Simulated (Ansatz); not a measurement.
Run report: C, geometry relaxation (part 2 of 3)

The same run, continued: C (slab, 48 atoms in the cell); DFT PBE+D3(BJ), scalar-relativistic, plane waves, PAW, no spin polarisation (Ansatz 0.2.0); cutoff 420 eV, 3×2×1 k-mesh, Gaussian smearing of 0.05 eV. The structure derives from an entry of the Crystallography Open Database. The input holds or restrains some coordinates. Forces given for the steps count only the free coordinates. It belongs to a series of runs on one base structure; here: clean slab, lower planes held.

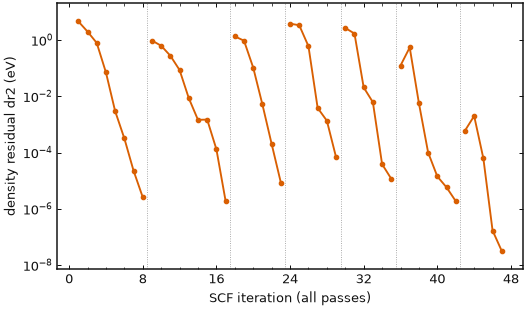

**Figure 1.** Convergence of the self-consistent field: density residual dr2 against the SCF iteration. The dotted lines part the SCF passes of the relaxation: geometry steps, rejected trials and re-solves on a re-selected basis. The 7 passes take 5 to 9 iterations each, 47 in all.

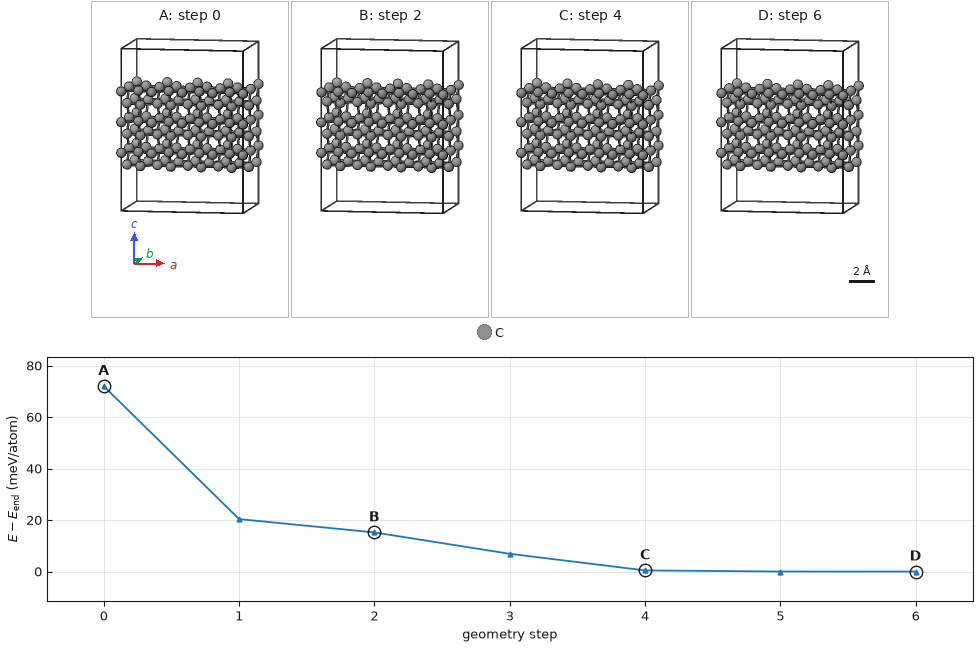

**Figure 2.** Frames of the restrained relaxation (ball-and-stick view of the 2 × 1 repeat of the cell, with the vacuum cut short (origin shifted), seen slightly off an axis) above the curves, on which the letters mark them (the first geometry is step 0 here and step 1 in the log).

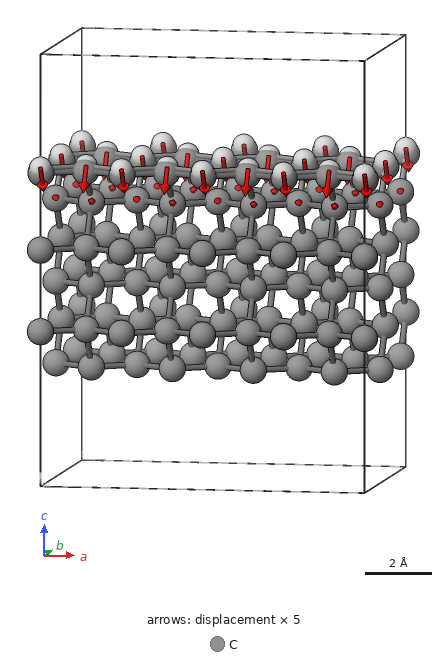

**Figure 3.** Start (faint) and end (solid) with the displacements as red arrows, magnified 5 times (ball-and-stick view of the 2 × 1 repeat of the cell, with the vacuum cut short (origin shifted), seen slightly off an axis). The energy falls by 72.0 meV per atom in 6 geometry steps. Largest force component: 4.5 eV/Å at the start, 0.0049 eV/Å at the end. The largest moves, 0.19 Å, are those of 8 atoms (C41, C42, C43, C44 and others). The lattice vectors keep their values. Among the contacts that change: C41–C45 1.540 → 1.430 Å, C33–C48 1.540 → 1.479 Å, C25–C40 1.540 → 1.593 Å, C33–C37 1.540 → 1.503 Å. Among the angles that change: C46–C42–C48 109.5° → 123.2°, C29–C33–C48 109.5° → 100.5°, C37–C33–C39 109.5° → 113.6°. (Atoms are counted from 1 in the order of the input.)

```
WARN: The output density's exchange-correlation potential varies sharply where the density is thin. Do not read a vacuum level from v_tot or v_xc, or from such a field of the output density. On a cell that repeats whose density bears no net charge and no dipole along the vacuum's axis use v_es (v_loc + v_h of the components); under efield.dipole_correction with no amplitude use v_es + v_field, which holds any external_charges[].barrier, or the levels of the report's work_function block, which leave it out; under a non-zero efield.amplitude the vacuum is tilted and has no level; on a cell that repeats and bears such a dipole with no correction it is tilted too, and efield.dipole_correction with no amplitude gives each side of its ramp a level where efield: is served; in a cell that repeats whose density bears a net charge (total_charge, or a fill off its count) it is curved and has none; of a slab under crystal.periodic whose density bears no net charge use v_es, which has a level on each side, short of where the two are joined; of another it falls or rises all the way out and has none; of a slab beside external_charges read slab_vacuum_level instead, which it has where they leave it neutral. The grid or the basis barely resolves most such structure, and the values can differ between equally converged runs; as a rule a tighter scf.convergence.dr2_threshold does not remove it. Where the density itself ripples (under the LDA too) a higher basis.ecutwfc lessens it. The files hold the spikes' plane waves up to the density's cutoff. Files: v_tot_of_output_density and the like, and their columns of v_z.tsv (output.write_potential); v_xc_of_output_density and the like, and their columns of v_comp_z.tsv (output.write_potential_components). Measured: with its Gaussian average of σ = 0.25 Å subtracted twice, the exchange-correlation potential is over 0.1 eV at 16 of the grid points where the equally averaged density (valence and model cores) is under 1e-3 e/Å³, and 0.103 eV at the most among them, at an averaged density of 2.4e-7 e/Å³. The input density's (outcome.potential() and, of a run that writes arrays, v_tot and v_xc) is over 0.1 eV, so measured, at 16 points of its own thin density, 0.118 eV at the most. See output.write_potential in the manual, Limitations
SCF converged after 5 iterations
Free energy (F): -12019.274669 eV
Harris-Foulkes:  -12019.274669 eV  (|F-HF|=4.89e-9)
Internal energy: -12019.258705 eV  (E = F + TS)
E sigma→0 (E₀):  -12019.266687 eV
Entropy (-TS):   -0.015964 eV (-0.333 meV/atom)
Fermi energy:    0.943274 eV
Dipole field:    D = 0.029497 V/Å  (p = 0.130007 e·Å, saw-weighted, corrected)
Work function:   Φ+ = 5.3188 eV   Φ− = 5.9762 eV
Levels:          The Fermi level and band energies are counted from a zero that moves with the ramp; work functions are not
--- Per-component energies (eV) ---
  E_band       = -1559.844771
  E_kinetic    = 4379.887530
  E_local      = -156686.095749  (includes V_loc(G=0)·N_el)
  E_nonlocal   = 1287.958808
  E_hartree    = 76322.569137
  E_xc         = -2315.314259
  E_vxc        = -2871.250072  (∫ρ·V_xc dr)
  E_paw        = -4759.515853  (= ΣΔE_a)
  E_vpaw       = -315.649651  (= ΣTr[D̂ρ^β])
  E_aug_tail   = 0.000374  (compensation charges beyond the density's cutoff)
  E_efield     = 0.001917  (sawtooth field / dipole correction)
  E_vefield    = 0.130163  (∫n·V_field dr)
  E_ewald      = 69758.756946
  E_disp       = -7.507556  (pairwise vdW)
  E_smearing   = -0.015964  (= −TS)
  E_closure    = 0.000000  (closes the sum)
  Σ components = -12019.274669   (vs F -12019.274669, Δ=0.00e0)
--- Forces (eV/Å), atoms counted from 1 ---
  atom   1  C     -0.00000000     4.58220217     1.01973822
  atom   2  C     -0.00000000     4.58220217     1.01973822
  atom   3  C      0.00000000     4.58220217     1.01973822
  atom   4  C      0.00000000     4.58220217     1.01973822
  atom   5  C     -0.00000000    -4.58220217     1.01973822
  atom   6  C     -0.00000000    -4.58220217     1.01973822
  atom   7  C     -0.00000000    -4.58220217     1.01973822
  atom   8  C      0.00000000    -4.58220217     1.01973822
  atom   9  C      0.00000000     1.01637359    -1.12234973
  atom  10  C     -0.00000000     1.01637359    -1.12234973
  atom  11  C     -0.00000000     1.01637359    -1.12234973
  atom  12  C     -0.00000000     1.01637359    -1.12234973
  atom  13  C     -0.00000000    -1.01637359    -1.12234973
  atom  14  C     -0.00000000    -1.01637359    -1.12234973
  atom  15  C     -0.00000000    -1.01637359    -1.12234973
  atom  16  C     -0.00000000    -1.01637359    -1.12234973
  atom  17  C     -0.00000000     0.47765933     0.10013493
  atom  18  C     -0.00000000     0.47765933     0.10013493
  atom  19  C      0.00000000     0.47765933     0.10013493
  atom  20  C      0.00000000     0.47765933     0.10013493
  atom  21  C     -0.00000000    -0.47765933     0.10013493
  atom  22  C      0.00000000    -0.47765933     0.10013493
  atom  23  C     -0.00000000    -0.47765933     0.10013493
  atom  24  C      0.00000000    -0.47765933     0.10013493
  atom  25  C      0.00000000    -0.00098760     0.00316486
  atom  26  C      0.00000000    -0.00098760     0.00316486
  atom  27  C     -0.00000000    -0.00098760     0.00316486
  atom  28  C      0.00000000    -0.00098760     0.00316486
  atom  29  C     -0.00000000     0.00098760     0.00316486
  atom  30  C     -0.00000000     0.00098760     0.00316486
  atom  31  C      0.00000000     0.00098760     0.00316486
  atom  32  C      0.00000000     0.00098760     0.00316486
  atom  33  C      0.00000000    -0.00164743    -0.00026502
  atom  34  C     -0.00000000    -0.00164743    -0.00026502
  atom  35  C     -0.00000000    -0.00164743    -0.00026502
  atom  36  C     -0.00000000    -0.00164743    -0.00026502
  atom  37  C     -0.00000000     0.00164743    -0.00026502
  atom  38  C     -0.00000000     0.00164743    -0.00026502
  atom  39  C      0.00000000     0.00164743    -0.00026502
  atom  40  C      0.00000000     0.00164743    -0.00026502
  atom  41  C      0.00000000    -0.00490689    -0.00040107
  atom  42  C      0.00000000    -0.00490689    -0.00040107
  atom  43  C     -0.00000000    -0.00490689    -0.00040107
  atom  44  C     -0.00000000    -0.00490689    -0.00040107
  atom  45  C     -0.00000000     0.00490689    -0.00040107
  atom  46  C     -0.00000000     0.00490689    -0.00040107
  atom  47  C      0.00000000     0.00490689    -0.00040107
  atom  48  C      0.00000000     0.00490689    -0.00040107
  max |Σ_I F_I| component: 1.78e-4 eV/Å
--- Band table (eV) ---
  k-point 0: bands = ["-20.9258", "-19.5496", "-18.7553", "-18.5547", "-17.4284", "-17.3212", "-17.2343", "-16.4652", "-16.4652", "-15.6293", "-15.2003", "-15.1719", "-15.1719", "-15.1389", "-15.1389", "-14.5626", "-13.9316", "-13.9316", "-13.0438", "-13.0438", "-12.9540", "-12.9540", "-12.6647", "-12.2751", "-12.1626", "-12.0240", "-12.0240", "-11.8679", "-11.8679", "-11.3071", "-11.2508", "-10.9188", "-10.5692", "-10.5692", "-10.4588", "-10.4588", "-8.8411", "-8.8411", "-8.7220", "-8.3356", "-8.2751", "-8.2751", "-8.2664", "-8.1307", "-7.7710", "-7.2415", "-7.2415", "-7.1940", "-7.1940", "-6.8054", "-6.8054", "-6.6460", "-6.6460", "-6.0908", "-5.9843", "-5.9843", "-5.7797", "-5.5957", "-5.4755", "-5.1509", "-5.1509", "-5.0874", "-5.0742", "-5.0709", "-4.6479", "-4.6479", "-4.4931", "-4.4931", "-4.4060", "-3.9758", "-3.9758", "-3.9155", "-3.4858", "-3.4402", "-3.2843", "-3.2265", "-3.1196", "-3.1196", "-3.1091", "-2.9400", "-2.8786", "-2.7473", "-2.5966", "-2.3671", "-1.9595", "-1.6551", "-0.8546", "-0.3672", "0.1593", "0.2536", "0.2536", "0.4456", "0.5726", "0.7604", "0.7604", "0.8516", "0.8516", "0.9988", "1.0363", "1.3967", "1.3967", "1.6687", "2.6114", "3.9684", "5.4137", "5.7009", "5.8933", "5.8933", "6.2194", "6.2850", "6.2919", "6.2919", "6.3975", "6.5043", "6.5501", "7.0094", "7.2073", "7.5506", "7.8346", "7.8776", "8.0019", "8.0594", "8.2221", "8.2688", "8.2688", "8.3806", "8.4794", "8.4794", "8.6222", "8.6370", "9.1918", "9.2160", "9.3533", "9.4310", "9.4310", "9.4346", "9.5037", "9.5037", "9.5911", "9.6380", "9.6380", "9.6645", "9.7373", "9.8443"]
  k-point 1: bands = ["-20.3524", "-20.3524", "-18.9922", "-18.9922", "-16.8144", "-16.8144", "-15.9817", "-15.9817", "-15.9817", "-15.9817", "-15.8861", "-15.8861", "-14.8606", "-14.8606", "-14.7130", "-14.7130", "-14.7130", "-14.7130", "-14.3184", "-14.3184", "-12.6525", "-12.6525", "-12.6525", "-12.6525", "-11.1635", "-11.1635", "-11.1619", "-11.1619", "-11.1619", "-11.1619", "-10.6411", "-10.6411", "-10.6411", "-10.6411", "-10.3802", "-10.3802", "-9.9716", "-9.9716", "-9.9716", "-9.9716", "-8.5661", "-8.5661", "-8.1771", "-8.1771", "-6.9396", "-6.9396", "-6.9396", "-6.9396", "-6.3472", "-6.3472", "-6.3472", "-6.3472", "-6.3261", "-6.3261", "-5.8659", "-5.8659", "-5.5781", "-5.5781", "-5.1509", "-5.1509", "-5.1509", "-5.1509", "-4.7032", "-4.7032", "-4.6368", "-4.6368", "-4.6368", "-4.6368", "-4.6238", "-4.6238", "-4.2591", "-4.2591", "-3.7917", "-3.7917", "-3.7917", "-3.7917", "-3.2724", "-3.2724", "-3.1325", "-3.1325", "-2.3585", "-2.3585", "-2.0362", "-2.0362", "-1.7362", "-1.7362", "-0.9141", "-0.9141", "0.3463", "0.3463", "0.5999", "0.5999", "0.5999", "0.5999", "0.6087", "0.6087", "1.0512", "1.0512", "1.0512", "1.0512", "1.8838", "1.8838", "2.6980", "2.6980", "5.5486", "5.5486", "6.5282", "6.5282", "6.7549", "6.7549", "6.8092", "6.8092", "6.8092", "6.8092", "7.1622", "7.1622", "7.2490", "7.2490", "7.2490", "7.2490", "7.4591", "7.4591", "7.8078", "7.8078", "8.1040", "8.1040", "8.2217", "8.2217", "8.2362", "8.2362", "8.5903", "8.5903", "8.9300", "8.9300", "9.1718", "9.1718", "9.1718", "9.1718", "9.2268", "9.2268", "9.7501", "9.7501", "9.9338", "9.9338"]
  k-point 2: bands = ["-20.4150", "-19.0475", "-18.9006", "-18.2618", "-18.0630", "-17.5601", "-16.9483", "-16.8308", "-16.8257", "-16.7559", "-16.6382", "-15.5547", "-15.3781", "-15.3695", "-15.1759", "-14.7309", "-14.0937", "-13.8469", "-13.4896", "-13.3622", "-12.7035", "-12.2584", "-12.2333", "-12.0616", "-11.8225", "-10.9473", "-10.8558", "-10.8329", "-10.8168", "-10.6587", "-10.4750", "-10.4390", "-10.1731", "-9.9913", "-9.7914", "-9.6299", "-9.0480", "-8.9644", "-8.6726", "-8.0573", "-7.9723", "-7.9536", "-7.9130", "-7.8523", "-7.7931", "-7.4532", "-7.3922", "-7.2818", "-7.0347", "-6.9021", "-6.8390", "-6.6775", "-6.4911", "-6.4285", "-6.4168", "-6.3074", "-6.0170", "-5.9413", "-5.6165", "-5.5956", "-5.4658", "-5.3923", "-5.2450", "-5.1959", "-5.1309", "-4.8858", "-4.8020", "-4.6643", "-4.6509", "-4.4426", "-4.4189", "-4.3798", "-4.3571", "-4.0658", "-3.7260", "-3.6805", "-3.5480", "-3.2292", "-3.1340", "-2.9315", "-2.9206", "-2.8230", "-2.7975", "-2.7544", "-2.5981", "-2.4315", "-2.3343", "-1.9066", "-1.0473", "-0.5915", "-0.4899", "-0.1603", "0.3652", "0.4148", "0.7982", "0.9597", "0.9799", "1.2284", "2.0000", "2.0860", "2.1105", "2.7132", "2.7398", "3.9510", "5.2778", "5.7639", "5.7723", "6.2760", "6.7659", "6.8914", "7.6511", "7.7480", "7.9082", "7.9134", "8.0353", "8.0856", "8.1931", "8.2631", "8.2667", "8.3396", "8.3897", "8.4302", "8.6856", "8.6865", "8.8503", "8.9418", "8.9582", "8.9927", "9.0583", "9.0642", "9.1526", "9.3083", "9.3592", "9.4909", "9.5459", "9.5521", "9.6673", "9.7430", "9.8286", "9.8760", "9.9436", "9.9473", "10.0139", "10.0435"]
```
